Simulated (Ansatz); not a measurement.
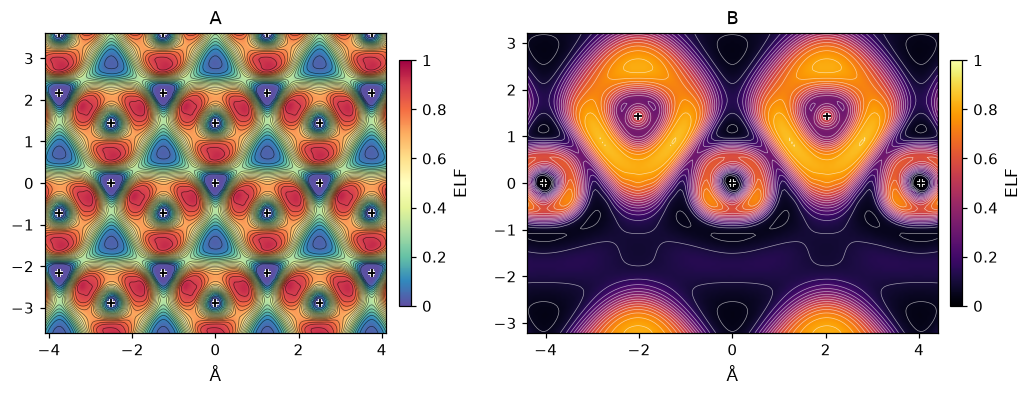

The ELF of 2 systems, each on a plane through atoms (crosses mark nuclei in the plane).

Method: DFT PBEsol, scalar-relativistic, plane waves, PAW in Ansatz.

System 1: BN, the (001) plane of the conventional cell. Space group R3m; a structure from a database of computed crystals, not necessarily the ambient phase.

```yaml
crystal:
  lattice:
    - [2.50419, 0.00000, 0.00000]
    - [-1.25210, 2.16870, 0.00000]
    - [0.00000, 0.00000, 10.44459]
  atoms:
    - { symbol: B, position: [0.66667, 0.33333, 0.33296] }
    - { symbol: B, position: [0.33333, 0.66667, 0.66629] }
    - { symbol: B, position: [0.00000, 0.00000, 0.99962] }
    - { symbol: N, position: [0.00000, 0.00000, 0.33281] }
    - { symbol: N, position: [0.66667, 0.33333, 0.66614] }
    - { symbol: N, position: [0.33333, 0.66667, 0.99948] }
```

System 2: TiSi, the (11̄0) plane of the calculation cell. Space group F-43m; started from the zinc blende prototype, which need not be the ambient phase; the program warned that a starting moment wasn't kept; spin-polarised, but the moments vanished.

```
CELL_PARAMETERS angstrom
0.00000 2.85985 2.85985
2.85985 0.00000 2.85985
5.71970 5.71970 0.00000
ATOMIC_POSITIONS crystal
Ti 0.00000 0.00000 0.00000
Si 0.25000 0.25000 0.12500
Ti 0.00000 0.00000 0.50000
Si 0.25000 0.25000 0.62500
```

**Match each panel to its system.**

Panel A is system 1, BN: the plane holds B and N. B–N (1.45 Å): the ELF peaks at about 0.95 between the atoms, as expected for a polar covalent bond. Panel B is system 2, TiSi: the plane holds Ti and Si. Ti–Si (2.48 Å): the ELF peaks at about 0.85 in the valence shell of Si, 0.9 Å from its nucleus, and is about 0.60 at the midpoint.
